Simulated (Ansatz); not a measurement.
```
Ti
1.0
     3.25179    0.00000    0.00000
     0.00000    3.25179    0.00000
     0.00000    0.00000    3.25179
Ti
2
Cartesian
  0.0000 0.0000 0.0000
  1.6259 1.6259 1.6259
```

Space group Im-3m; computed without spin polarisation.

All numbers below come from Ansatz 0.2.0, DFT r2SCAN, scalar-relativistic, plane waves, PAW.

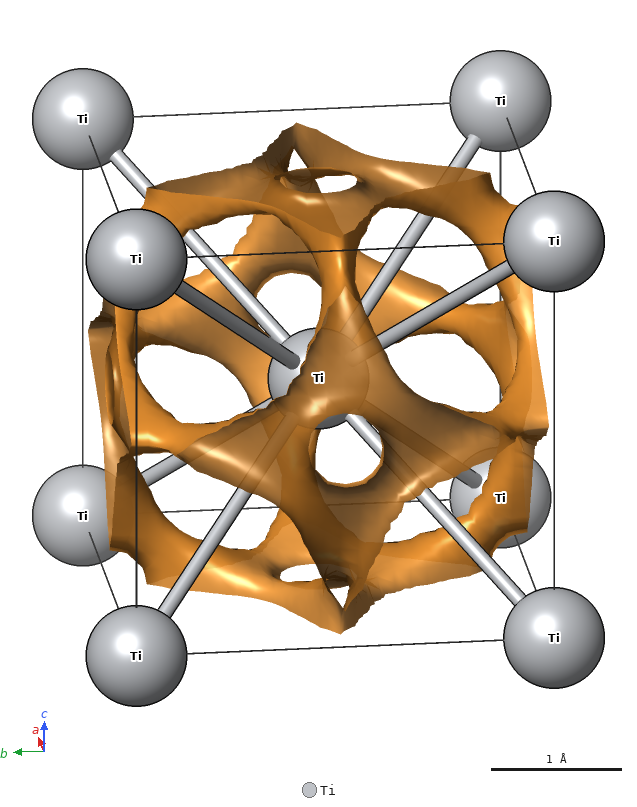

Ti. Isosurface of the ELF at 0.55 (orange), seen at an oblique angle. Core shells and regions of very low density are left out. Sticks mark near contacts.

Core electrons are frozen (PAW), and the valence fields are smoothed inside the atomic spheres.

### Where are the electrons localised?

The surface consists of one network that runs through the whole crystal, counted in one cell of 2 atoms. Any copies at cell faces, edges or corners count once. There are no localised bonds or lone pairs at this value. Along the contacts the grid gives the following. Ti–Ti (2.82 Å): the ELF is about 0.15 at the midpoint: no shared electron pair shows on this line.

### Metal or insulator at this level of theory?

It is gapless in this calculation (a metal or semimetal).
